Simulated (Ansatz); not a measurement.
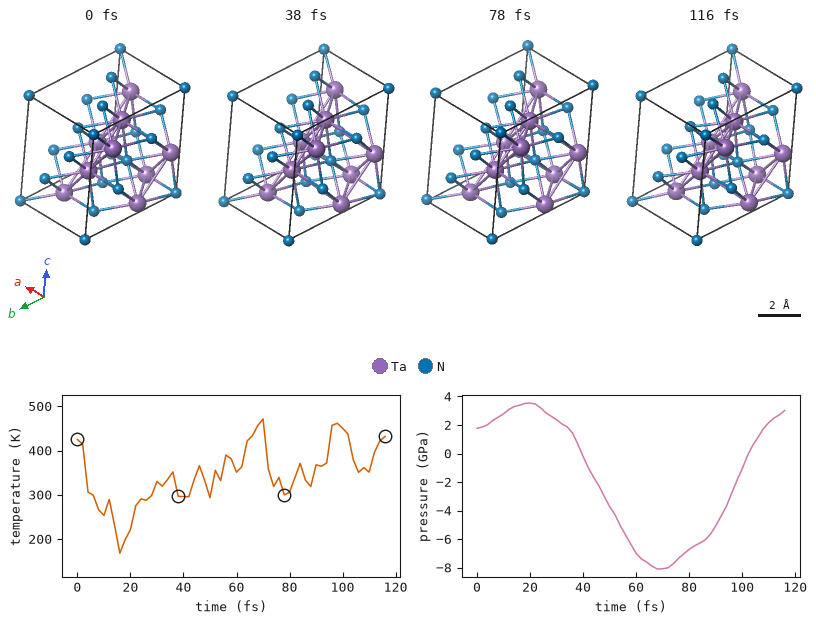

A Born-Oppenheimer molecular dynamics run of an 18-atom cell of TaN (set up in P-6m2), 116 fs long. Frames and the history of the run. Style: ball-and-stick. Shown: the simulation cell, from a free direction. Bonds to atoms that aren't drawn are left out.

Theory: DFT PBE, scalar-relativistic, plane waves, PAW in Ansatz 0.2.0. Run with plane-wave cutoff 420 eV; k-point mesh 2 × 2 × 2; Fermi-Dirac smearing 0.05 eV; volume 1.01 times that of the relaxed crystal; Langevin thermostat and barostat (NPT); set temperature 450 K; time step 2 fs; friction 0.02 per fs; target pressure 0 GPa.

Describe the run.

Answer. Over the second half the temperature averages 382 K (spread ±49 K). The potential energy in the second half lies on average 54.3 meV per atom above the first frame. The mean pressure there is −4.0 GPa. The volume ends +0.3 % from the start. In the second half of the run the atoms are, in the root-mean-square, this far from where they began (common drift taken out): N 0.08 Å, Ta 0.06 Å. The run lasts only 116 fs, too short to tell vibration from diffusion.

The run took 3.5 min on 4 threads of Arm Neoverse N1, on a shared host, peak memory 0.7 GiB.
